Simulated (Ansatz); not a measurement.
## Ge3N: band-structure calculation

- system: Ge3N (P6₃/mcm, 8 atoms in the cell)
- method: DFT PBE, scalar-relativistic, plane waves, PAW, no spin polarisation (Ansatz 0.2.0)

The structure was made by a generator, so it may or may not be a known phase. Figures and captions count atoms from 1; the log counts them from 0 in places.

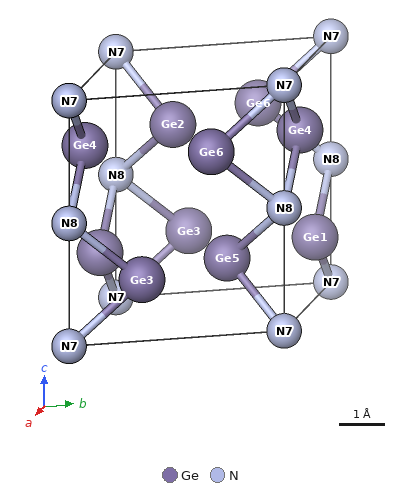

Figure 1. The structure (ball-and-stick view of the cell of the calculation, seen slightly off an axis; atoms are numbered from 1 in the order of the input). An atom can appear more than once, as a periodic image. Near neighbours in the periodic cell (some may lie outside the picture): Ge has 2 N at 2.25 Å; N has 6 Ge at 2.25 Å.

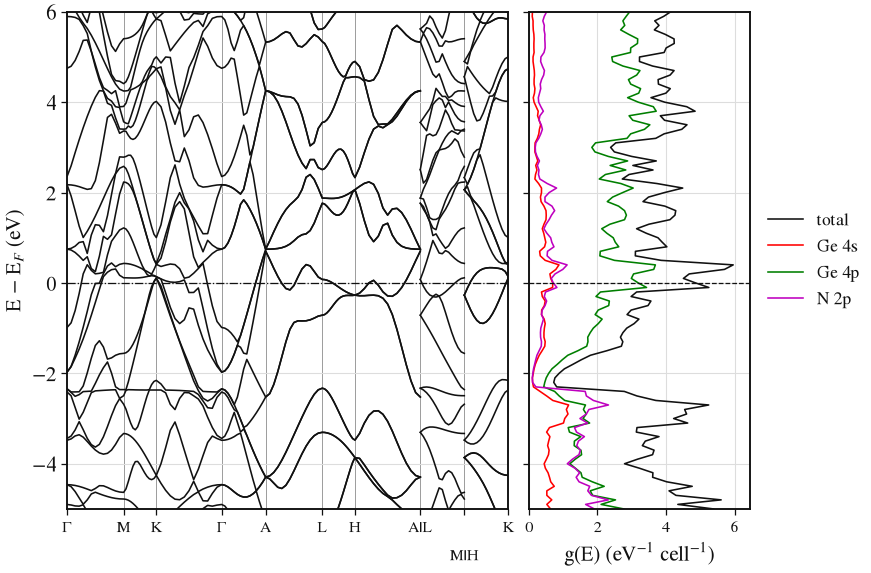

Figure 2. Band structure along Γ–M–K–Γ–A–L–H–A|L–M|H–K and density of states (projected on Löwdin-orthogonalised atomic shells), with energies from the Fermi level. Bands cross the Fermi level: a metal at this level of theory.

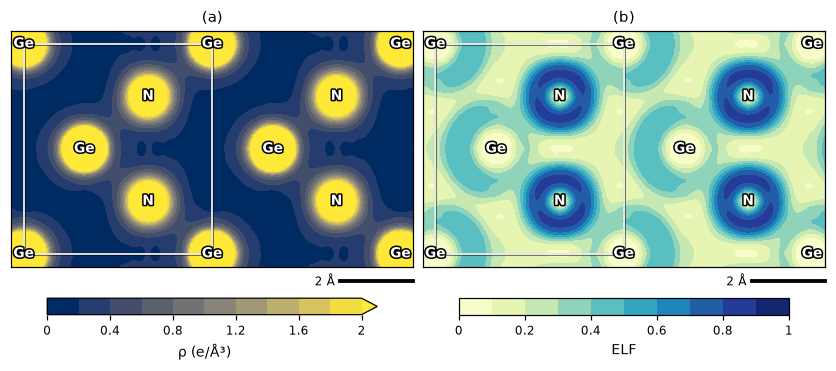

Figure 3. (a) valence charge density (pseudo); (b) electron localisation function on the (100) plane of the conventional cell. The section cuts through Ge and N sites. Ge–N (2.25 Å): ρ is about 0.43 e/Å³ halfway; the ELF is about 0.40 at the midpoint. Away from the nuclei the density in this plane falls to 0.06 e/Å³ at its lowest. Core electrons are frozen (PAW), so the fields are smoothed inside the atomic spheres.

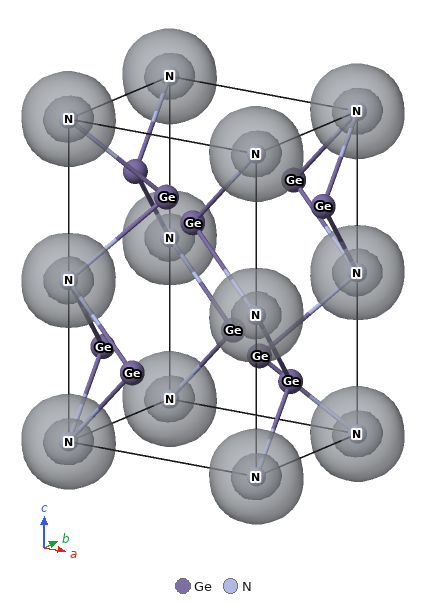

Figure 4. Isosurface of the ELF at 0.7 (grey), seen slightly off an axis. Only the valence region is drawn (cores and ρ < 0.01 e/Å³ removed). Sticks mark near contacts. The outline is the cell set on symmetry axes. Profiles from the grid: Ge–N (2.25 Å): the ELF is about 0.40 at the midpoint.

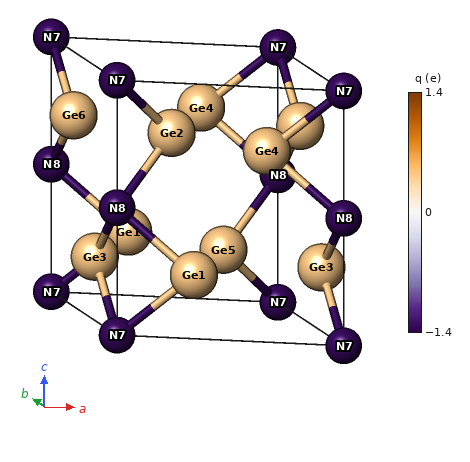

Figure 5. Bader charges, as the colour of each atom (ball-and-stick view of the cell of the calculation, seen slightly off an axis; atoms are numbered from 1 in the order of the input). By element: Ge +0.44 and N −1.31 e.

The input and output of the run follow.

The input:
```yaml
crystal:
  lattice:
    - [5.1373827163, 0.0, 0.0]
    - [-2.5686913582, 4.4491039413, 0.0]
    - [0.0, 0.0, 5.7230465459]
  atoms:
    - { symbol: Ge, position: [0.3390044759, 0.0, 0.25] }
    - { symbol: Ge, position: [0.3390044759, 0.3390044759, 0.75] }
    - { symbol: Ge, position: [0.0, 0.3390044759, 0.25] }
    - { symbol: Ge, position: [0.6609955241, 0.0, 0.75] }
    - { symbol: Ge, position: [0.6609955241, 0.6609955241, 0.25] }
    - { symbol: Ge, position: [0.0, 0.6609955241, 0.75] }
    - { symbol: "N", position: [0.0, 0.0, 0.0] }
    - { symbol: "N", position: [0.0, 0.0, 0.5] }
basis:
  ecutwfc: 420
kpoints:
  mp_grid: { grid: [12, 12, 8] }
  band_path:
    path:
      - [[0.0, 0.0, 0.0], [0.5, 0.0, 0.0], [0.33333333, 0.33333333, 0.0], [0.0, 0.0, 0.0], [0.0, 0.0, 0.5], [0.5, 0.0, 0.5], [0.33333333, 0.33333333, 0.5], [0.0, 0.0, 0.5]]
      - [[0.5, 0.0, 0.5], [0.5, 0.0, 0.0]]
      - [[0.33333333, 0.33333333, 0.5], [0.33333333, 0.33333333, 0.0]]
    npoints: 14
hamiltonian:
  xc: pbe
scf:
  occupations: { method: gaussian, width: 0.1 }
  n_extra_bands: 20
output:
  forces: true
  stress: true
  eigenvalues: true
  populations: true
  dos: { projected: true, de: 0.02, nscf_kmesh: { grid: [15, 15, 10] } }
  bader: true
  write_density: true
  write_potential: true
  elf: true
  volumetric_format: npy
```

Run as:
```bash
ansatz run input.yaml --threads 1 --pin off --max-ram 2560MiB --backend cpu --events-out ev --progress --plain --runs-dir out
```

Output:
```
scf.n_extra_bands = 20 over 47 filled bands (N_el = 94.0): the run solves 67 bands
Engine: ansatz 0.2.0, x86_64-unknown-linux-gnu
Pseudopotentials: kind: paw
Pseudopotential: Ge, paw, valence charge 14, recommended cutoff 420 eV (normal), Ge.paw.azcp
Pseudopotential: N, paw, valence charge 5, recommended cutoff 420 eV (normal), N.paw.azcp
Functional definition: PBE
  parameter kappa = 0.804
  parameter beta = 0.06672455060314922
  exchange = pbe_x(kappa = kappa, mu = beta*pi^2/3)
  correlation = pbe_c(beta = beta)
Crystal: 8 atoms, lattice volume = 130.810 Å³
Basis set: ecut = 420 eV, 2581 PW (Γ), exchange–correlation on 72×72×80 points (8 copies of the dense FFT grid, shifted against one another)
Bands: 67, of which v1, the nominal top of the filled ones, is band 47 counted from 1 (46 counted from 0)
Symmetry: 24 space group operations
Space group: P63/mcm (ITA 193), of the structure as read, at distance tolerance 5.1e-5 Å
k-points: 95 of 1152
Non-local potential: Ge, projectors of the file, l = 0: 2, l = 1: 2, l = 2: 3, l = 3: 1
Non-local potential: N, projectors of the file, l = 0: 2, l = 1: 2, l = 2: 1
PAW form: soft (Blöchl's): semilocal exchange-correlation on the pseudo side does not see the compensation charge
PAW one-centre angular grid: Ge, 590 points (default); XC on 64 Gauss nodes
PAW one-centre angular grid: N, 110 points (default); XC on 64 Gauss nodes
Initial density: superposition of atomic densities (neutral atoms: chi_scale 0, normalization atom), corrected by the library's trained network
Initial wavefunctions: pseudopotential atomic-orbital guess
Functional: x = pbe(κ = 0.804, μ = 0.2195149727645171), c = pbe(β = 0.06672455060314922)
SCF iter   1: F=—  HF=-26532.289456 eV  |F-HF|=—  |Δ(HF+E_count)|=         —  Δρ=2.26e-3  dr2=7.10e-3  ethr=1.77e-3  ⟨swp⟩=5.0  Hψ=23241  notcnv=0  defer=318
preconditioner: auto → Kerker (q_TF=auto, 2.582 Å⁻¹)  [metal: Δε(μ)=0.004 eV  Ē_g=23.584 eV  σ=0.100 eV  W_gap=0.02  n_scr=28 (ndim 8)  ℏωp=31.5 eV  f_vac=0.000  D(μ)=5.64/eV (n_scr^D=52)]
SCF iter   2: F=—  HF=-26532.287388 eV  |F-HF|=—  |Δ(HF+E_count)|=   2.07e-3  Δρ=1.40e-3  dr2=3.36e-3  ethr=7.55e-6  ⟨swp⟩=1.0  Hψ=7410  notcnv=0  defer=401
SCF iter   3: F=—  HF=-26532.287086 eV  |F-HF|=—  |Δ(HF+E_count)|=   3.01e-4  Δρ=3.91e-4  dr2=1.13e-4  ethr=3.57e-6  ⟨swp⟩=3.0  Hψ=9915  notcnv=0  defer=401
SCF iter   4: F=—  HF=-26532.286944 eV  |F-HF|=—  |Δ(HF+E_count)|=   1.42e-4  Δρ=2.13e-4  dr2=2.83e-5  ethr=1.20e-7  ⟨swp⟩=2.0  Hψ=9645  notcnv=0  defer=401
SCF iter   5: F=—  HF=-26532.287006 eV  |F-HF|=—  |Δ(HF+E_count)|=   6.17e-5  Δρ=4.88e-5  dr2=3.57e-6  ethr=3.01e-8  ⟨swp⟩=2.0  Hψ=9632  notcnv=0  defer=401
SCF iter   6: F=—  HF=-26532.287005 eV  |F-HF|=—  |Δ(HF+E_count)|=   1.10e-6  Δρ=1.51e-5  dr2=3.35e-7  ethr=3.80e-9  ⟨swp⟩=2.0  Hψ=9609  notcnv=0  defer=401
SCF iter   7: F=-26532.287005 eV  HF=-26532.287005 eV  |F-HF|=5.34e-9  |Δ(HF+E_count)|=   3.46e-8  Δρ=2.69e-6  dr2=1.47e-8  ethr=1.06e-10  ⟨swp⟩=12.2  Hψ=40329  notcnv=0
SCF 1 converged in 7 iterations: F = -26532.287005 eV  dr2 = 1.47e-8
  greatest PAW one-centre occupation: 0.998 electrons in one spin orbital (limit 2), on the Ge atom at site 4 (counted from 0), in its partial waves of l = 2
NSCF: frozen V_eff on 129 k-points
NSCF: frozen V_eff on 162 k-points
SCF converged after 7 iterations
Free energy (F): -26532.287005 eV
Harris-Foulkes:  -26532.287005 eV  (|F-HF|=5.34e-9)
Internal energy: -26532.258673 eV  (E = F + TS)
E sigma→0 (E₀):  -26532.272839 eV
Entropy (-TS):   -0.028331 eV (-3.541 meV/atom)
Fermi energy:    10.779177 eV
--- Per-component energies (eV) ---
  E_band       = -708.431799
  E_kinetic    = 912.172025
  E_local      = -13444.149433  (includes V_loc(G=0)·N_el)
  E_nonlocal   = 2583.377734
  E_hartree    = 5823.999366
  E_xc         = -571.113455
  E_vxc        = -536.336947  (∫ρ·V_xc dr)
  E_paw        = -12349.203649  (= ΣΔE_a)
  E_vpaw       = -1871.496381  (= ΣTr[D̂ρ^β])
  E_aug_tail   = 0.002396  (compensation charges beyond the density's cutoff)
  E_ewald      = -9487.343657
  E_smearing   = -0.028331  (= −TS)
  E_closure    = 0.000000  (closes the sum)
  Σ components = -26532.287005   (vs F -26532.287005, Δ=0.00e0)
--- Forces (eV/Å), atoms counted from 1 ---
  atom   1  Ge    -0.00346082    -0.00000000     0.00000000
  atom   2  Ge    -0.00173041    -0.00299716     0.00000000
  atom   3  Ge     0.00173041    -0.00299716     0.00000000
  atom   4  Ge     0.00346082     0.00000000    -0.00000000
  atom   5  Ge     0.00173041     0.00299716    -0.00000000
  atom   6  Ge    -0.00173041     0.00299716    -0.00000000
  atom   7  N      0.00000000    -0.00000000     0.00000000
  atom   8  N      0.00000000    -0.00000000    -0.00000000
  max |Σ_I F_I| component: 1.02e-16 eV/Å
--- Stress (GPa, compression-positive) ---
       -0.021879       0.000000       0.000000
       -0.000000      -0.021879       0.000000
        0.000000       0.000000      -0.048418
  P = ⅓ Tr σ = -0.0307 GPa (-0.307 kbar)
--- Band table (eV; the first three rows and the last of 95) ---
  k-point 0: bands = ["-14.3213", "-14.3176", "-14.3036", "-14.2912", "-14.2775", "-14.2775", "-14.2765", "-14.2765", "-14.2734", "-14.2734", "-14.2688", "-14.2688", "-14.2537", "-14.2533", "-14.2510", "-14.2510", "-14.2503", "-14.2503", "-14.2499", "-14.2437", "-14.2437", "-14.2353", "-14.2343", "-14.2295", "-14.2292", "-14.2292", "-14.2273", "-14.2273", "-14.2250", "-14.2250", "-5.9387", "-3.7548", "-0.0098", "0.7634", "2.6801", "2.6801", "4.5133", "4.5133", "5.8770", "6.3161", "6.3161", "7.2968", "7.3389", "8.3664", "8.4366", "8.4366", "8.8049", "8.8049", "9.7937", "11.5272", "11.5272", "12.9528", "12.9528", "13.1338", "15.5306", "16.6752", "16.9384", "16.9384", "17.9575", "17.9575", "18.1735", "19.9301", "19.9434", "19.9434", "22.9655", "22.9655", "23.2584"]
  k-point 1: bands = ["-14.3190", "-14.3171", "-14.3041", "-14.2898", "-14.2791", "-14.2791", "-14.2781", "-14.2781", "-14.2730", "-14.2730", "-14.2712", "-14.2712", "-14.2584", "-14.2548", "-14.2481", "-14.2481", "-14.2478", "-14.2478", "-14.2473", "-14.2429", "-14.2429", "-14.2356", "-14.2341", "-14.2297", "-14.2296", "-14.2296", "-14.2276", "-14.2276", "-14.2253", "-14.2253", "-5.8844", "-3.9031", "0.1559", "0.7964", "2.7388", "2.7388", "4.4705", "4.4705", "5.5744", "6.1843", "6.1843", "7.3598", "7.8482", "8.0126", "8.1590", "8.1590", "9.1192", "9.1192", "9.6298", "11.9176", "11.9176", "12.8815", "12.8815", "13.4794", "15.8320", "15.9170", "16.8100", "16.8100", "18.0118", "18.0627", "18.0627", "19.7548", "19.7548", "20.6574", "22.3574", "22.3574", "22.8219"]
  k-point 2: bands = ["-14.3155", "-14.3127", "-14.3052", "-14.2858", "-14.2831", "-14.2831", "-14.2806", "-14.2806", "-14.2740", "-14.2740", "-14.2731", "-14.2731", "-14.2670", "-14.2590", "-14.2445", "-14.2429", "-14.2429", "-14.2425", "-14.2425", "-14.2408", "-14.2408", "-14.2366", "-14.2335", "-14.2309", "-14.2309", "-14.2302", "-14.2285", "-14.2285", "-14.2262", "-14.2262", "-5.7231", "-4.2632", "0.5305", "0.8840", "2.9122", "2.9122", "4.2921", "4.2921", "5.2034", "6.0420", "6.0420", "7.2012", "7.5468", "7.5817", "7.5817", "8.8727", "9.2253", "9.8444", "9.8444", "12.6180", "12.6180", "12.8516", "12.8516", "14.2693", "14.4932", "16.4737", "16.4737", "16.6490", "17.5655", "18.2793", "18.2793", "19.2924", "19.2924", "21.3862", "21.3862", "21.4572", "21.4572"]
  k-point 94: bands = ["-14.3170", "-14.3170", "-14.3115", "-14.3115", "-14.3115", "-14.3115", "-14.2991", "-14.2991", "-14.2804", "-14.2804", "-14.2804", "-14.2804", "-14.2466", "-14.2466", "-14.2466", "-14.2466", "-14.2456", "-14.2456", "-14.2385", "-14.2385", "-14.2385", "-14.2385", "-14.2376", "-14.2376", "-14.2077", "-14.2077", "-14.2017", "-14.2017", "-14.2017", "-14.2017", "-4.8733", "-4.8733", "1.0925", "1.0925", "1.0925", "1.0925", "3.4214", "3.4214", "6.9148", "6.9148", "6.9148", "6.9148", "7.3019", "7.3019", "10.5095", "10.5095", "10.5095", "10.5095", "12.8435", "12.8435", "12.8435", "12.8435", "13.1108", "13.1108", "15.3418", "15.3418", "15.6806", "15.6806", "17.2111", "17.2111", "17.2111", "17.2111", "19.1711", "19.1711", "19.1711", "19.1711", "21.6047"]
--- Löwdin populations: 8 sites ---
  site symbol       q [e]
     0     Ge     13.7346
     1     Ge     13.7346
     2     Ge     13.7346
     3     Ge     13.7346
     4     Ge     13.7346
     5     Ge     13.7346
     6      N      5.6664
     7      N      5.6664
  spilling = 0.002762 (of n_electrons = 94.000000)
--- Bader charges: 8 sites ---
  site symbol  charge [e]  shift [e]
     0     Ge      0.4355     0.0004
     1     Ge      0.4355     0.0004
     2     Ge      0.4355     0.0004
     3     Ge      0.4356     0.0004
     4     Ge      0.4356     0.0004
     5     Ge      0.4355     0.0004
     6      N     -1.3066     0.0013
     7      N     -1.3066     0.0013
  estimated error of the sums over rays = 3.3e-4 e
```

File bader_charges.tsv:
```
# site	symbol	x_ang	y_ang	z_ang	partial_charge_e	electrons	volume_ang3	relative_density_drop	shared_charge_e	partial_wave_shift_e
# quadrature_error_electrons = 3.3e-4
0	Ge	1.7416	0.0000	1.4308	0.43552	31.56448	17.94	-	0.43552	0.00043
1	Ge	0.8708	1.5083	4.2923	0.43554	31.56446	17.94	-	0.43554	0.00043
2	Ge	-0.8708	1.5083	1.4308	0.43551	31.56449	17.94	-	0.43551	0.00043
3	Ge	3.3958	0.0000	4.2923	0.43557	31.56443	17.94	-	0.43557	0.00043
4	Ge	1.6979	2.9408	1.4308	0.43556	31.56444	17.94	-	0.43556	0.00043
5	Ge	-1.6979	2.9408	4.2923	0.43554	31.56446	17.94	-	0.43554	0.00043
6	N	0.0000	0.0000	0.0000	-1.30661	8.30661	11.59	-	-1.30661	0.00130
7	N	0.0000	0.0000	2.8615	-1.30662	8.30662	11.59	-	-1.30662	0.00130
```

File populations.tsv:
```
# site	symbol	l	j	q
# orbitals = lowdin
# n_electrons = 94.000000
# spilling = 0.002762
0	Ge	0_4S	-	1.664241
0	Ge	1_4P	-	2.071899
0	Ge	2_3D	-	9.998456
1	Ge	0_4S	-	1.664241
1	Ge	1_4P	-	2.071899
1	Ge	2_3D	-	9.998456
2	Ge	0_4S	-	1.664241
2	Ge	1_4P	-	2.071899
2	Ge	2_3D	-	9.998456
3	Ge	0_4S	-	1.664241
3	Ge	1_4P	-	2.071899
3	Ge	2_3D	-	9.998456
4	Ge	0_4S	-	1.664241
4	Ge	1_4P	-	2.071899
4	Ge	2_3D	-	9.998456
5	Ge	0_4S	-	1.664241
5	Ge	1_4P	-	2.071899
5	Ge	2_3D	-	9.998456
6	N	0_2S	-	1.725330
6	N	1_2P	-	3.941072
7	N	0_2S	-	1.725330
7	N	1_2P	-	3.941072
```

Key numbers:

| quantity | value |
| --- | --- |
| outcome | converged |
| space group (tolerance 0.01 Å) | P6₃/mcm (193) |
| electrons treated | 94 |
| free energy | −26532.2870 eV |
| Fermi energy | 10.779 eV |
| gap on the k-point mesh | none (metallic) |
| pressure | −0.03 GPa |
| largest force (length of the vector) | 0.003 eV/Å |
| hardware | 1 thread of Intel Xeon @ 2.70GHz, 189 GiB of memory available, shared host |
| wall time | 3.8 min |
| peak memory | 1.1 GiB |
